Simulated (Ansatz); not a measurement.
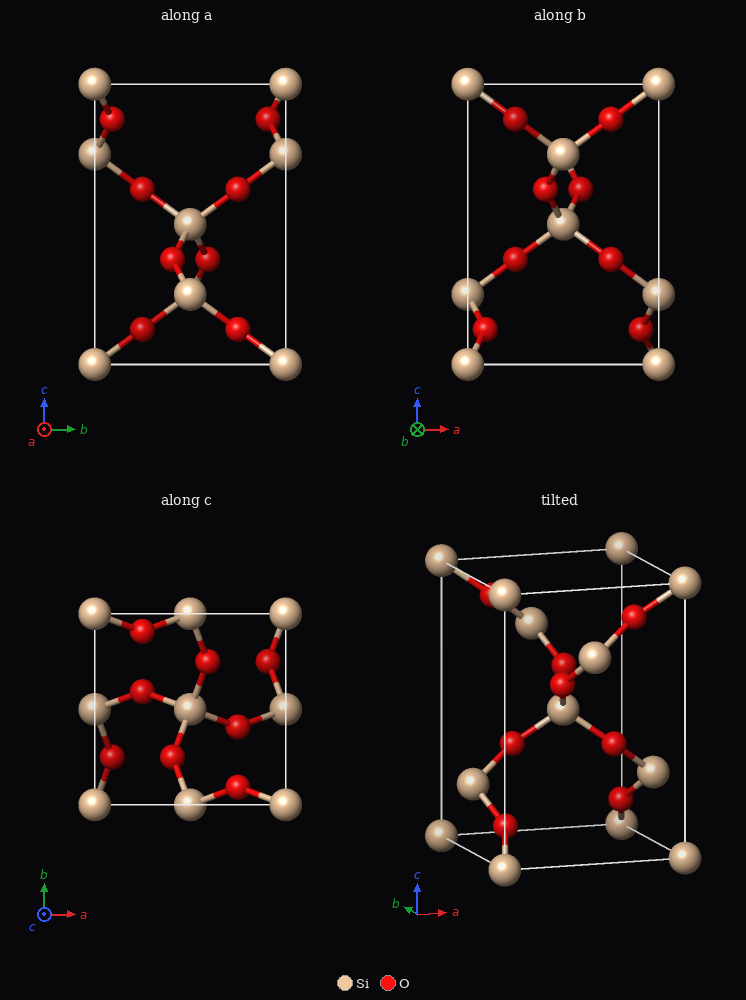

An orthographic ball-and-stick view of the structure, along the a axis, along the b axis, along the c axis and slightly off an axis. The lines enclose the conventional unit cell; boundary atoms appear with their images.

Lattice parameters: a = 5.0262 Å, b = 5.0262 Å, c = 7.3761 Å, α = 90.000°, β = 90.000°, γ = 90.000°.

Reconstruct the structure as a CIF with its space group and independent sites, with free fractional coordinates to two decimals.

```cif
data_structure
_symmetry_space_group_name_H-M 'I -4 2 d'
_symmetry_Int_Tables_number 122
_cell_length_a 5.0262
_cell_length_b 5.0262
_cell_length_c 7.3761
_cell_angle_alpha 90.000
_cell_angle_beta 90.000
_cell_angle_gamma 90.000
_cell_volume 186.34
loop_
_atom_site_label
_atom_site_type_symbol
_atom_site_symmetry_multiplicity
_atom_site_Wyckoff_symbol
_atom_site_fract_x
_atom_site_fract_y
_atom_site_fract_z
_atom_site_occupancy
Si1 Si 4 a 0.00 0.00 0.00 1
O1 O 8 d 0.09 0.25 0.1250 1
```

It goes back to a structure type filled with these elements by a generator (whether the compound takes this form wasn't checked). Atoms and cell were optimised with Ansatz 0.2.0, DFT PBE, scalar-relativistic, plane waves, PAW.
